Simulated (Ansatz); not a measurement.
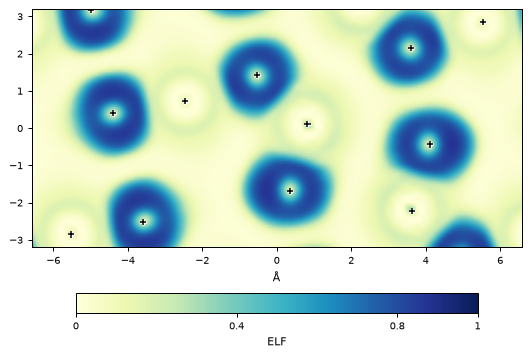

The electron localisation function on a plane through atoms (crosses mark nuclei in the plane).

These are results of Ansatz 0.2.0, DFT PBE, scalar-relativistic, plane waves, PAW, not measurements.

Candidates:
A. Ga₂O₃, a = 12.45 Å, b = 3.08 Å, c = 5.88 Å, α = 90.00°, β = 103.70°, γ = 90.00°. Space group C2/m; a structure from a database of computed crystals, not necessarily the ambient phase.
B. Au, a = 4.16 Å, b = 4.16 Å, c = 4.16 Å, α = 90.00°, β = 90.00°, γ = 90.00°. Space group Fm-3m; a structure from a database of computed crystals, not necessarily the ambient phase; computed without spin polarisation.

### Which candidate gave the map?

Candidate A: Ga₂O₃ on the (010) plane of the conventional cell, which holds Ga and O. Ga–O (1.86 Å): the ELF peaks at about 0.80 in the valence shell of O, 0.6 Å from its nucleus, and is about 0.40 at the midpoint. Ga–O (1.97 Å): the ELF peaks at about 0.85 in the valence shell of O, 0.6 Å from its nucleus, and is about 0.30 at the midpoint.
